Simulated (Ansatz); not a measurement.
B

```xyz
1
Lattice="1.6514 0.0000 0.0000 -0.8257 1.4301 0.0000 0.0000 0.0000 3.5264" Properties=species:S:1:pos:R:3 pbc="T T T"
B     0.0000    0.0000    0.0000
```

Space group P6/mmm; a structure from a database of computed crystals, not necessarily the ambient phase; changed on purpose from its base cell (strain -0.030 along x and y, -0.030 along z, atoms carried along); computed pressure about 22 GPa in this cell; computed without spin polarisation.

Computed with DFT r2SCAN, scalar-relativistic, plane waves, PAW in Ansatz.

Q: Predict the valence pseudo-density and electron localisation function between the atoms.

A: B–B (1.65 Å): the density is about 0.93 e/Å³ at the midpoint; the ELF peaks at about 0.75 between the atoms.

Q: Does the calculation give a band gap?

A: It is metallic or semimetallic at this level of theory: no gap opens.

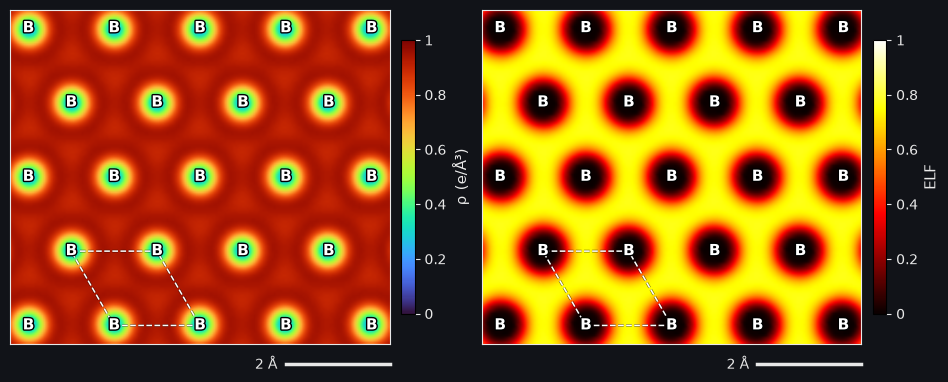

Computed valence pseudo-density and electron localisation function on the (001) plane of the conventional cell, in this order. 

In a PAW calculation such maps are meaningful between the atoms, not at the nuclei.
